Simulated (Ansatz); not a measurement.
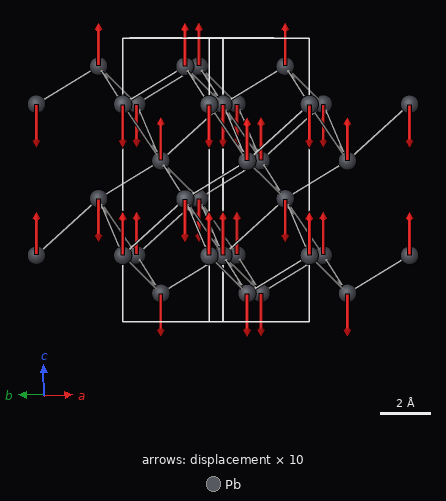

This is a relaxation of solid Pb (built on the Sb_166 type) (coarse preliminary run). The starting structure is drawn; red arrows show the displacements (the part carried along by the change of the cell is left out), magnified 10 times.

The picture is a ball-and-stick view of the conventional cell (3 times the calculation's cell), repeated 2 × 2 × 1 with one cell outlined, seen from a free direction. Lengths and directions refer to the drawn axes.

Case: Sb type (R-3m, No. 166).

Method: DFT PBE, scalar-relativistic, plane waves, PAW (Ansatz 0.2.0).

The input:
```yaml
crystal:
  lattice:
    - [2.2156673973, 1.2792161683, 3.8572758555]
    - [-2.2156673973, 1.2792161683, 3.8572758555]
    - [0.0, -2.5584323365, 3.8572758555]
  atoms:
    - { symbol: Pb, position: [0.23364, 0.23364, 0.23364] }
    - { symbol: Pb, position: [0.76636, 0.76636, 0.76636] }
basis:
  ecutwfc: 420
kpoints:
  mp_grid: { grid: [6, 6, 6] }
hamiltonian:
  xc: pbe
scf:
  occupations: { method: gaussian, width: 0.1 }
  lower_state_search: "off"
output:
  forces: true
  stress: true
  eigenvalues: true
relax:
  adjacent_minimum: "off"
  f_tol: 0.04
  max_steps: 70
  cell: { stress_tol: 0.4 }
```

Q: What happened in the run?

A: The largest moves relative to the cell, 0.18 Å, are those of Pb1 and Pb2. Pb1 goes along +c. The drawn cell changes as follows: a = b 4.431 → 4.599 Å (+3.8 %), c 11.572 → 11.272 Å (−2.6 %); the volume changes by +4.9 %. Near-neighbour distances that change, for instance: Pb1–Pb2 2.991 → 3.252 Å, Pb1–Pb2 (another image) 3.445 → 3.253 Å. Bond angles that change, for instance: Pb2–Pb1–Pb2 169.2° → 180.0°, Pb2–Pb1–Pb2 80.1° → 90.0°, Pb2–Pb1–Pb2 95.6° → 90.0°. The space group (tolerance 0.01 Å) goes from R-3m (No. 166) to Pm-3m (No. 221). The energy falls by 124 meV per atom in 3 accepted moves (4 points after the start). The largest force component goes from 1.2 to 0.00043 eV/Å. Pressure: 3.74 GPa at the start and 0.00 GPa at the end. At 1 point the geometry stayed and the basis and grid were re-selected for the new cell (energy shift of 0.2 meV per atom at most each time). The run took about 5 core-seconds on a shared host.
